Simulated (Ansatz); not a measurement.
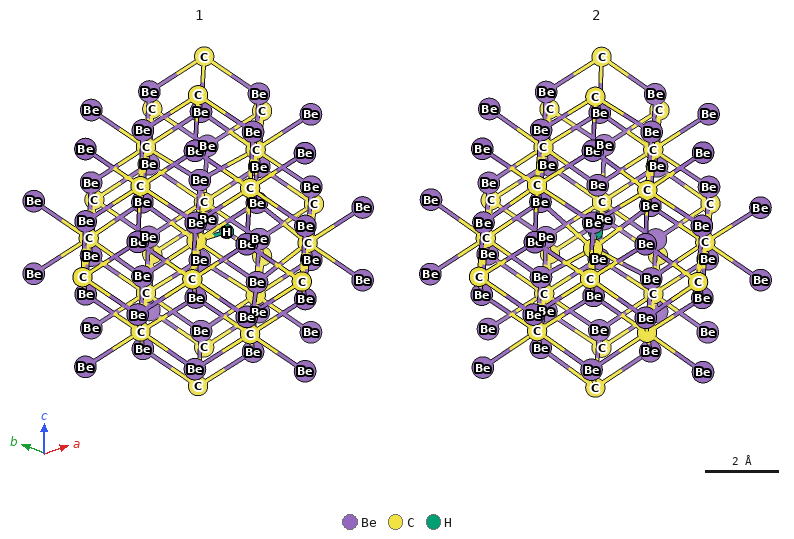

Two geometries of a defect cell of composition Be$_{64}$C$_{32}$H, drawn at one scale. One is the start of a relaxation, the other its converged end. The picture is a ball-and-stick view of the atoms within 5.0 Å of the atom that moves most (axes of the cell of the calculation (origin shifted)), seen from a free direction.

Computed with DFT, PBEsol, PAW, plane waves (Ansatz 0.2.0). Set-up: plane-wave cutoff 420 eV; k-point mesh 1 × 1 × 1; mesh shifted by (0.25, 0.25, 0.25); collinear spin; atoms relaxed in a fixed cell; force threshold 0.03 eV/Å; at most 80 steps.

**Which of the two is the end point?**

Structure 1 is the relaxed one. After 8 accepted moves (9 points after the start) the energy has fallen by 4.758 eV per cell of the calculation. Largest force component: 8.6 eV/Å at the start, 0.028 eV/Å at the end. 1 step only repeated the SCF at the same geometry. The H atom moves most: 0.79 Å along [3 −2 0]. Largest moves by element: H 0.79 Å, C 0.57 Å, Be 0.16 Å. The cell doesn't change. Among the contacts that change: Be–C 1.406 → 1.867 Å, Be–C 1.448 → 1.870 Å, Be–C 2.410 → 2.051 Å, Be–C 2.372 → 2.041 Å. Among the angles between lasting bonds that change: C–Be–C 123.6° → 104.4°, C–Be–C 123.2° → 104.7°, C–Be–C 93.0° → 107.0°. The run took 45 s on 8 threads of Intel(R) Xeon(R) 6975P-C, peak memory 1.9 GiB.
